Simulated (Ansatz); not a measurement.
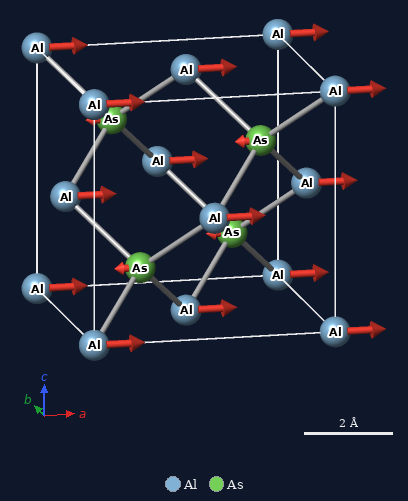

One vibrational mode of a crystal of AlAs relaxed at 4 GPa at the zone centre. The red arrows are the displacements of the atoms (eigenvector over the root of the mass), of arbitrary overall length and sign. The picture is a ball-and-stick view of the conventional cell (4 times the calculation's cell), seen slightly off an axis. Lengths and directions refer to the drawn axes.

Theory: Ansatz, DFT PBE, scalar-relativistic, plane waves, PAW. Set-up: plane-wave cutoff 420 eV; k-point mesh 8 × 8 × 8; occupations fixed; target pressure 4 GPa; no spin polarisation.

Frequencies are those without the non-analytic (LO–TO) term.

Q: Give the symmetry, activity and frequency of this mode.

A: This is the T₂ mode (triply degenerate; one member of the set is drawn) at 45.5 meV, the only optical level, infrared- and Raman-active by symmetry. The Al sublattice moves against the As sublattice, along a; the kinetic energy is shared as Al 74 %, As 26 %. Its infrared intensity is 16 (D/Å)²/amu for the set. The value is the transverse one; the longitudinal partner lies at 403 cm⁻¹.
